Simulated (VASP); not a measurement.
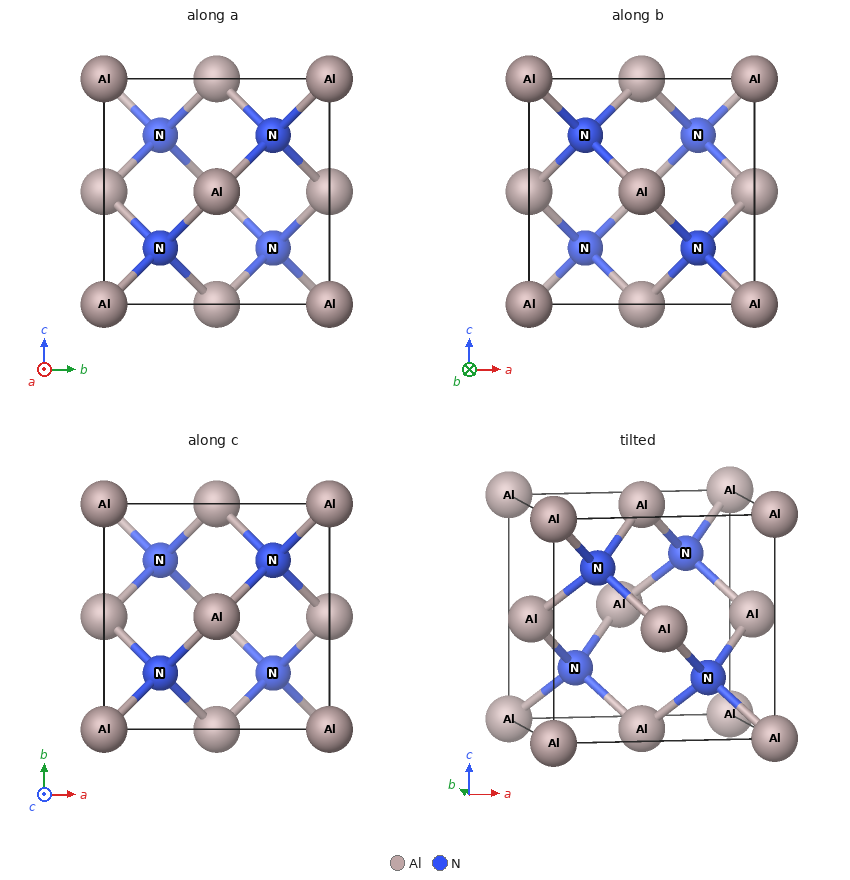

View along the a axis, along the b axis, along the c axis and slightly off an axis, drawn as a ball-and-stick model. The conventional unit cell is outlined; an atom on or near a face, edge or corner is repeated at each equivalent position.

Lattice parameters: a = 4.370 Å, b = 4.370 Å, c = 4.370 Å, α = 90.00°, β = 90.00°, γ = 90.00°. Put a along x and b in the xy plane.

Reconstruct the structure as a POSCAR file.

```
Al N
1.0
     4.370    0.000    0.000
     0.000    4.370    0.000
     0.000    0.000    4.370
Al N
4 4
Direct
  0.0000 0.0000 0.0000
  0.0000 0.5000 0.5000
  0.5000 0.0000 0.5000
  0.5000 0.5000 0.0000
  0.2500 0.2500 0.7500
  0.2500 0.7500 0.2500
  0.7500 0.2500 0.2500
  0.7500 0.7500 0.7500
```

The model was built from a structure type filled with these elements by a generator (whether the compound takes this form wasn't checked). Earlier steps of the study may have refined or changed the cell and positions. VASP was used for an electronic-structure calculation on it.
